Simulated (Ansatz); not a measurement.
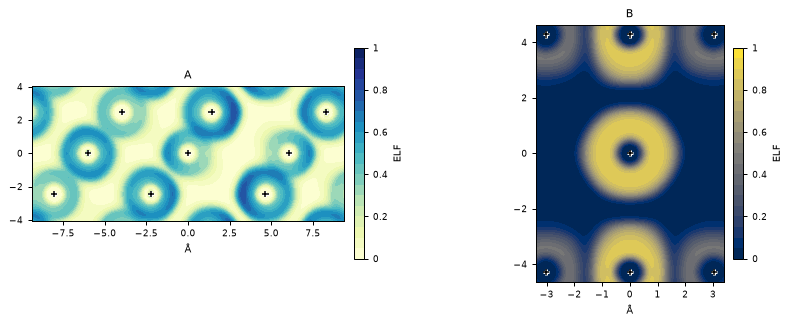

The ELF of 2 systems, each on a plane through atoms (crosses mark nuclei in the plane).

All numbers below come from Ansatz 0.2.0, DFT PBE, scalar-relativistic, plane waves, PAW.

System 1: Ge2Sb2Te5, the (110) plane of the conventional cell. Space group P-3m1; a structure from a database of computed crystals, not necessarily the ambient phase.

```
Ge Sb Te
1.0
     4.26383    0.00000    0.00000
    -2.13191    3.69258    0.00000
     0.00000    0.00000   18.06574
Ge Sb Te
2 2 5
Direct
  0.00000 0.00000 0.33208
  0.00000 0.00000 0.66792
  0.33333 0.66667 0.11226
  0.66667 0.33333 0.88774
  0.00000 0.00000 0.00000
  0.33333 0.66667 0.79107
  0.66667 0.33333 0.20893
  0.33333 0.66667 0.41040
  0.66667 0.33333 0.58960
```

System 2: CsPbBr3, the (101̄) plane of the conventional cell. Space group Pm-3m; changed on purpose from its base cell (volume × 1.03).

```xyz
5
Lattice="6.0622 0.0000 0.0000 0.0000 6.0622 0.0000 0.0000 0.0000 6.0622" Properties=species:S:1:pos:R:3 pbc="T T T"
Cs    0.0000    0.0000    0.0000
Pb    3.0311    3.0311    3.0311
Br    0.0000    3.0311    3.0311
Br    3.0311    0.0000    3.0311
Br    3.0311    3.0311    0.0000
```

Question: Match each panel to its system.

Answer: Panel A is system 1, Ge2Sb2Te5: the plane holds Ge, Sb and Te. Ge–Te (2.84 Å): the ELF peaks at about 0.70 in the valence shell of Te, 1.3 Å from its nucleus, and is about 0.70 at the midpoint. Panel B is system 2, CsPbBr3: the plane holds Cs, Pb and Br. Pb–Br (3.03 Å): the ELF is about 0.25 at the midpoint.
